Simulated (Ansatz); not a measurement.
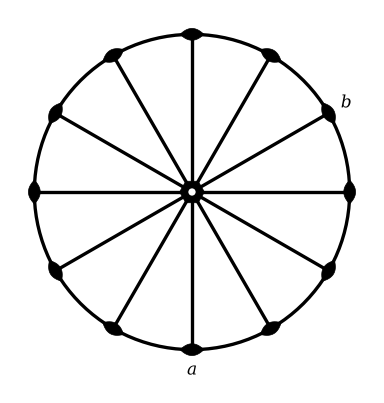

Stereographic projection: heavy lines are mirror planes (a heavy rim: a mirror in the plane of the page); lens, triangle, square and hexagon are 2-, 3-, 4- and 6-fold axes, a lens in an open square is −4, a triangle in an open hexagon −6; thin dashed diameters join the ends of axes that lie in the page; a small open circle marks inversion. The c axis points at the viewer. Computed from the symmetry operations of a computed or model structure of composition Ge.

**Identify the point group and its elements.**

6/mmm (D6h), order 24, hexagonal system: one sixfold axis, six twofold axes, seven mirror planes, an inversion centre.

**Which physical properties does it allow?**

It is centrosymmetric, so neither piezoelectric nor pyroelectric; it is not chiral.
